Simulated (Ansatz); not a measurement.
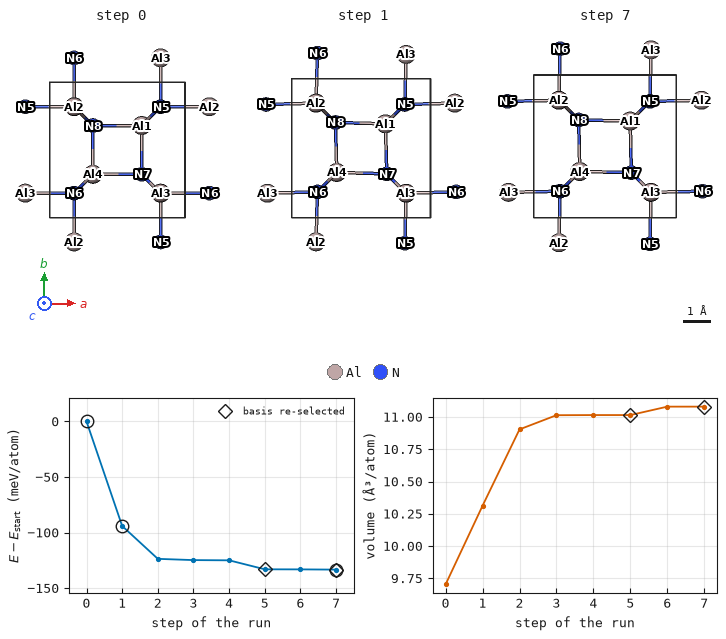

Frames of a relaxation of solid AlN (a generated structure, set up in P4_2/mnm) (coarse preliminary run), marked on the history of the run. A ball-and-stick model of the cell of the calculation, seen along the c axis.

Level of theory: DFT PBE, scalar-relativistic, plane waves, PAW in Ansatz 0.2.0.

The input:
```yaml
crystal:
  lattice:
    - [5.05710066, 0.0, 0.0]
    - [0.0, 5.05710066, 0.0]
    - [0.0, 0.0, 3.03515683]
  atoms:
    - { symbol: Al, position: [0.68049857, 0.68049857, 0.0] }
    - { symbol: Al, position: [0.18049857, 0.81950143, 0.5] }
    - { symbol: Al, position: [0.81950143, 0.18049857, 0.5] }
    - { symbol: Al, position: [0.31950143, 0.31950143, 0.0] }
    - { symbol: "N", position: [0.81950143, 0.81950143, 0.5] }
    - { symbol: "N", position: [0.18049857, 0.18049857, 0.5] }
    - { symbol: "N", position: [0.68049857, 0.31950143, 0.0] }
    - { symbol: "N", position: [0.31950143, 0.68049857, 0.0] }
basis:
  ecutwfc: 420
kpoints:
  mp_grid: { grid: [4, 4, 6] }
hamiltonian:
  xc: pbe
scf:
  occupations: { method: gaussian, width: 0.1 }
  lower_state_search: "off"
output:
  forces: true
  stress: true
  eigenvalues: true
relax:
  adjacent_minimum: "off"
  f_tol: 0.04
  max_steps: 70
  cell: { stress_tol: 0.4 }
```

Run as
```bash
ansatz run input.yaml --threads 1 --pin off --max-ram 2048MiB --backend cpu --events-out ev --progress --plain --runs-dir out
```

What happens along the run?

The largest moves relative to the cell, 0.031 Å, are those of N5, N6, N7 and N8. N7 goes along [1 −1 0]. Largest moves by element: N 0.031 Å, Al 0.027 Å. Cell: a = b 5.057 → 5.329 Å (+5.4 %), c 3.035 → 3.122 Å (+2.9 %). Volume +14.2 %. Among the contacts that change: Al1–N7 1.826 → 1.927 Å, Al1–N5 1.814 → 1.877 Å. Among the angles between lasting bonds that change: N5–Al3–N6 90.0° → 92.4°, Al2–N6–Al3 90.0° → 87.6°. The space group stays P4_2/mnm (No. 136). The energy falls by 133 meV per atom in 5 accepted moves (7 points after the start). Largest force component: 0.96 eV/Å at the start, 0.0023 eV/Å at the end. Pressure: 31.50 GPa at the start and 0.07 GPa at the end. The SCF was repeated twice at an unchanged geometry on a basis and grid sized afresh for the cell, which shifted the energy by 8.1 meV per atom at most. From step 0 to 1: Al atoms move most (0.04 Å), volume +6.3 %, energy −94.1 meV per atom. From step 1 to 7: volume +7.4 %, energy −39.3 meV per atom.
